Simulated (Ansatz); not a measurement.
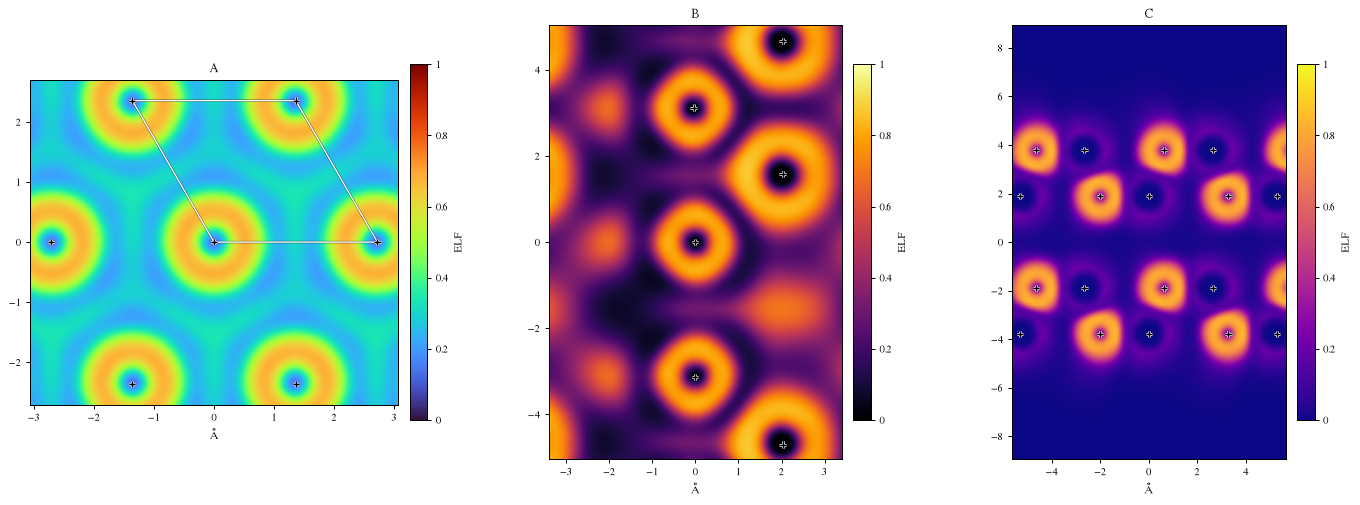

The ELF of 3 systems, each on a plane through atoms (crosses mark nuclei in the plane).

Level of theory: Ansatz, DFT PBE, scalar-relativistic, plane waves, PAW.

System 1: Zr$_{3}$S$_{2}$, the (100) plane of the conventional cell. Space group R32; a structure from a database of computed crystals, not necessarily the ambient phase; not relaxed (largest force 0.4 eV/Å); computed pressure about 2 GPa in this cell.

```
Zr S
1.0
     6.11276    0.00000    0.00000
    -3.05638    5.29381    0.00000
     0.00000    0.00000    9.36900
Zr S
9 6
Cartesian
  4.0473 3.5292 1.5615
  4.0473 0.0000 4.6845
  0.9909 1.7646 7.8075
  1.0327 1.7404 1.5615
  -2.0237 3.5051 4.6845
  1.0328 5.2697 7.8075
  4.0891 0.0241 1.5615
  1.0327 1.7887 4.6845
  -2.0237 3.5534 7.8075
  0.0000 3.5292 0.0135
  0.0000 0.0000 3.1366
  3.0564 1.7646 6.2595
  0.0000 3.5292 3.1095
  0.0000 0.0000 6.2324
  3.0564 1.7646 9.3555
```

System 2: Ru, the (001) plane of the conventional cell. Space group P6₃/mmc; a structure from a database of computed crystals, not necessarily the ambient phase; computed without spin polarisation.

```yaml
crystal:
  lattice:
    - [2.72000, 0.00000, 0.00000]
    - [-1.36000, 2.35559, 0.00000]
    - [0.00000, 0.00000, 4.29677]
  atoms:
    - { symbol: Ru, position: [0.33333, 0.66667, 0.25000] }
    - { symbol: Ru, position: [0.66667, 0.33333, 0.75000] }
```

System 3: ZnO (slab), the (100) plane of the calculation cell, a cut from vacuum to vacuum. Not relaxed (largest force 1.8 eV/Å).

```xyz
16
Lattice="3.2794 0.0000 0.0000 0.0000 5.2932 0.0000 0.0000 0.0000 24.4668" Properties=species:S:1:pos:R:3 pbc="T T T"
Zn    0.0000    5.2901    7.5000
O     0.0000    3.2833    7.5000
Zn    1.6397    2.6434    8.4467
O     1.6397    0.6367    8.4467
Zn    1.6397    5.2901   10.3402
O     1.6397    3.2833   10.3402
Zn    0.0000    2.6434   11.2868
O     0.0000    0.6367   11.2868
Zn    0.0000    5.2901   13.1800
O     0.0000    3.2833   13.1800
Zn    1.6397    2.6434   14.1266
O     1.6397    0.6367   14.1266
Zn    1.6397    5.2901   16.0201
O     1.6397    3.2833   16.0201
Zn    0.0000    2.6434   16.9667
O     0.0000    0.6367   16.9667
```

Which map belongs to which system?

Panel A is system 2, Ru: the plane holds Ru. Ru–Ru (2.72 Å): the ELF is about 0.30 at the midpoint. Panel B is system 1, Zr$_{3}$S$_{2}$: the plane holds Zr and S. Zr–S (2.56 Å): the ELF peaks at about 0.85 in the valence shell of S, 0.8 Å from its nucleus, and is about 0.25 at the midpoint; no shared electron pair shows on this line. Panel C is system 3, ZnO: the plane holds Zn and O. Zn–O (2.00 Å): the ELF peaks at about 0.85 in the valence shell of O, 0.6 Å from its nucleus, and is about 0.25 at the midpoint (no localised pair shows between them).
